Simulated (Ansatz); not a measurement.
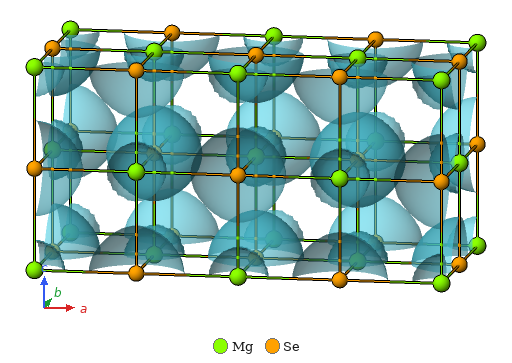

Figure 1: MgSe. Isosurface of the valence charge density (pseudo) at 0.3 e/Å³ (cyan), seen slightly off an axis. Sticks mark near contacts.

Space group Fm-3m.

Level of theory: DFT PBE, spin-orbit coupling, plane waves, PAW in Ansatz 0.2.0.

Core electrons are frozen (PAW), and the valence fields are smoothed inside the atomic spheres.

Which contacts does the surface bridge?

Answer. At this value the density breaks into separate islands; it holds about 85 % of the electrons treated as valence (semicore included). It bridges none of the near contacts. It is pinched off along the shortest Mg–Se (2.75 Å) contacts. On the grid the lowest density along these lines, outside the cores, is 0.15 e/Å³ (Mg–Se, 2.75 Å).

Metal or insulator at this level of theory?

Answer. It is gapped, with a Kohn–Sham gap of 1.6 eV on the k-point mesh, an upper bound to the gap of this method.
